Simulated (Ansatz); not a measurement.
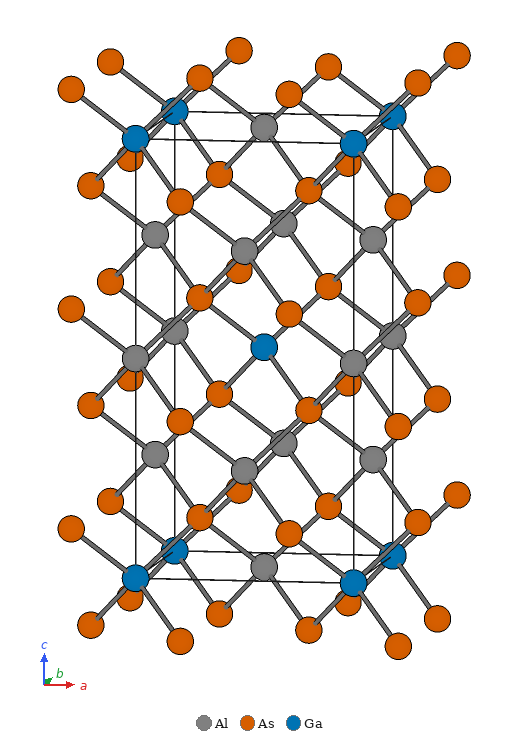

A ball-and-stick rendering, viewed slightly off an axis. The wireframe shows the conventional unit cell. The first bonded neighbours in the surrounding cells are also shown.

Al$_{3}$GaAs$_{4}$, space group I-42m (No. 121), a = 5.676 Å, b = 5.676 Å, c = 11.352 Å, α = 90.00°, β = 90.00°, γ = 90.00°. Origin of the cell: a structure type filled with these elements by a generator (whether the compound takes this form wasn't checked). Earlier steps of the study, as a rule a relaxation of our own, may have changed the cell and positions, so they can lie some per cent off the listed ones. It was run through Ansatz as a DFT input.

This one geometry was computed with Ansatz (DFT, plane waves, PAW) at five levels of theory: r2SCAN, PBE0, PBE with spin-orbit coupling, PBE and HSE06. It was relaxed beforehand with r2SCAN.

### Which level gives the highest pressure at this volume, and what does that say about its equilibrium volume?

Highest: PBE with spin-orbit coupling (2.1 GPa) and PBE (2.1 GPa), which points to the largest equilibrium volume. Lowest, with the smallest volume: r2SCAN (0.0 GPa), PBE0 (0.1 GPa) and HSE06 (0.3 GPa). Levels within 0.5 GPa of each other can't be told apart.

### How does the band gap change with the level of theory?

PBE with spin-orbit coupling: a gap of 1.37 eV, indirect; PBE: a gap of 1.47 eV, indirect; r2SCAN: a gap of 1.81 eV, direct; HSE06: a gap of 2.09 eV, direct; PBE0: a gap of 2.74 eV, direct.

### Collect the results in a table.

| level | cutoff (eV) | k-mesh of the run's cell | gap (eV) | pressure (GPa) |
| --- | --- | --- | --- | --- |
| r2SCAN | 500 | 6×6×6 | 1.81 | 0.0 |
| PBE0 | 420 | 4×4×4 | 2.74 | 0.1 |
| PBE with spin-orbit coupling | 420 | 6×6×6 | 1.37 | 2.1 |
| PBE | 420 | 6×6×6 | 1.47 | 2.1 |
| HSE06 | 420 | 4×4×4 | 2.09 | 0.3 |

Gaps are taken on the k-mesh or band path of each run.
